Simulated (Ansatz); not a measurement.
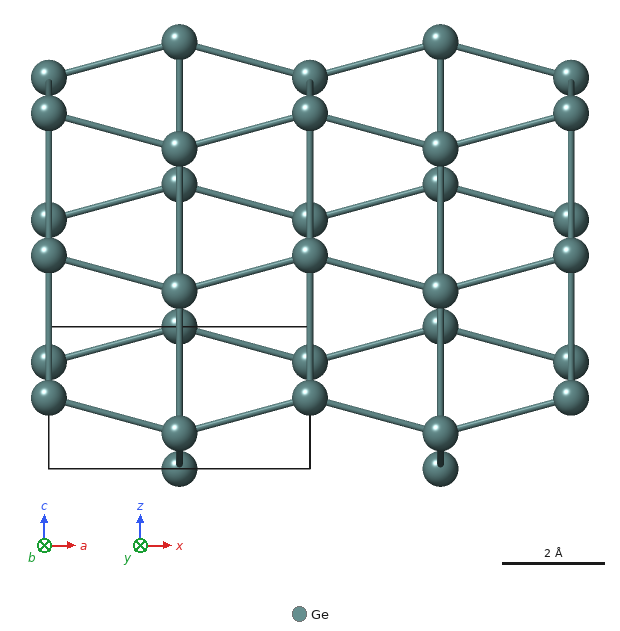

A scan of a crystal of Ge (I4_1/amd): the ratio of the cell's length along z to its lengths across, counted as 1 for the reference, is changed at fixed volume (a c/a path), with the atoms kept at their fractional coordinates. x, y and z are the Cartesian axes of the input. The picture shows the reference cell. Style: ball-and-stick. Shown: the conventional cell (2 times the calculation's cell), repeated 2 × 1 × 3 with one cell outlined, along the b axis. Lengths and directions refer to the drawn axes.

All numbers below come from DFT PBEsol, scalar-relativistic, plane waves, PAW (Ansatz 0.2.0). Set-up: plane-wave cutoff 420 eV; k-point mesh 26 × 26 × 26; occupations gaussian; smearing width 0.15 eV; no spin polarisation. Energies (free energies at the smearing named) are counted from the relaxed crystal.

Input file:
```yaml
crystal:
  lattice:
    - [-2.5630127536, 2.5630127536, 1.3966622747]
    - [2.5630127536, -2.5630127536, 1.3966622747]
    - [2.5630127536, 2.5630127536, -1.3966622747]
  atoms:
    - { symbol: Ge, position: [0.25, 0.75, 0.5] }
    - { symbol: Ge, position: [0.5, 0.5, 0.0] }
basis:
  ecutwfc: 420
kpoints:
  mp_grid: { grid: [26, 26, 26] }
hamiltonian:
  xc: pbesol
scf:
  occupations: { method: gaussian, width: 0.15 }
output:
  forces: true
  stress: true
  eigenvalues: true
  write_density: true
  write_potential: true
  elf: true
  volumetric_format: npy
```

Launched with:
```bash
ansatz run input.yaml --threads 1 --pin off --max-ram 2560MiB --backend cpu --events-out ev --progress --plain --runs-dir out
```

### Predict the energy profile (the relative ratio: 0.80, 0.85, 0.92, 0.96, 1.00, 1.05, 1.10, 1.20, 1.30).

```tsv
axial ratio over its reference value	E − E(ref) (meV/atom)
0.80	226.6
0.85	112.1
0.92	27.9
0.96	6.8
1.00	0.0
1.05	4.0
1.10	18.7
1.20	65.6
1.30	122.1
```

The lowest computed point lies at the relative ratio 1.00 (0.0 meV/atom). The distortion keeps the space group I4_1/amd. At the relative ratio 1.30 the cell of the drawing goes a 5.126 → 4.697 Å, b 5.126 → 4.697 Å, c 2.793 → 3.327 Å.

The computed profile:

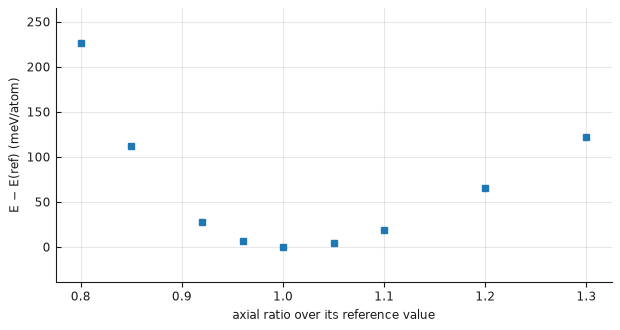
